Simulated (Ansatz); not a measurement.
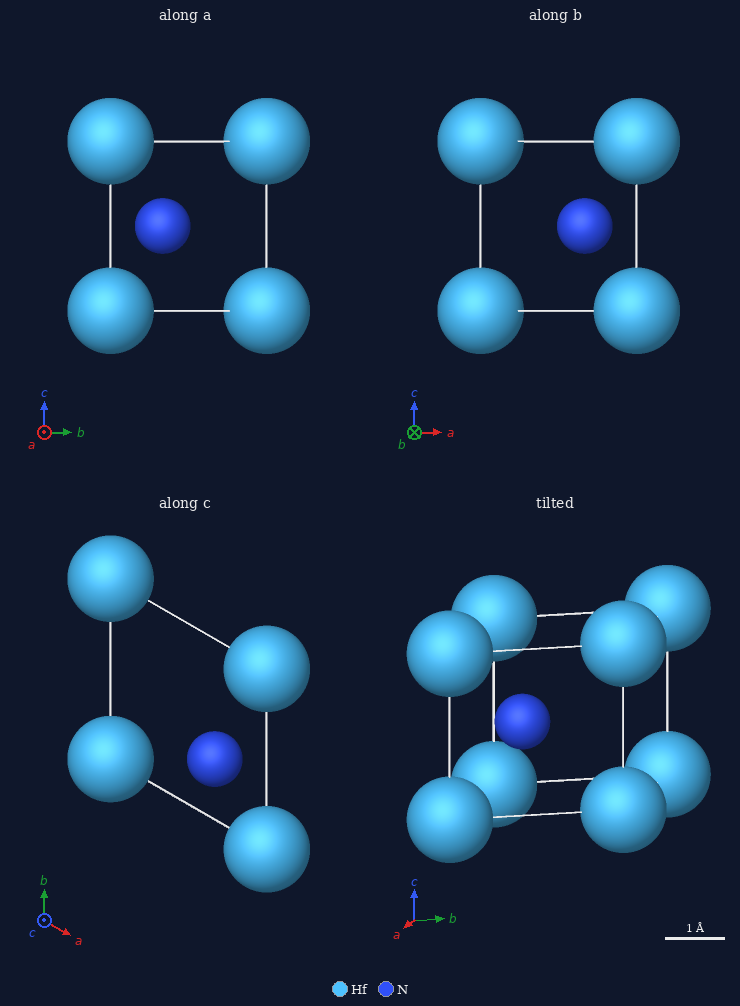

We look at a spheres-only model of the crystal along the a axis, along the b axis, along the c axis and slightly off an axis. Atoms at the boundary of the conventional unit cell (the box) are drawn once for each face, edge or corner they touch.

Lattice parameters: a = 3.0990 Å, b = 3.0990 Å, c = 2.9130 Å, α = 90.000°, β = 90.000°, γ = 120.000°.

Question: Give the atomic positions as a CIF with its space group and independent sites.

Answer:
```cif
data_structure
_symmetry_space_group_name_H-M 'P -6 m 2'
_symmetry_Int_Tables_number 187
_cell_length_a 3.0990
_cell_length_b 3.0990
_cell_length_c 2.9130
_cell_angle_alpha 90.000
_cell_angle_beta 90.000
_cell_angle_gamma 120.000
_cell_volume 24.23
loop_
_atom_site_label
_atom_site_type_symbol
_atom_site_symmetry_multiplicity
_atom_site_Wyckoff_symbol
_atom_site_fract_x
_atom_site_fract_y
_atom_site_fract_z
_atom_site_occupancy
Hf1 Hf 1 a 0.0000 0.0000 0.0000 1
N1 N 1 f 0.6667 0.3333 0.5000 1
```

Starting structure: a structure type filled with these elements by a generator (whether the compound takes this form wasn't checked). Earlier steps of the study, as a rule a relaxation of our own, may have changed the cell and positions, so they can lie some per cent off the listed ones. It was the input of a calculation with Ansatz.
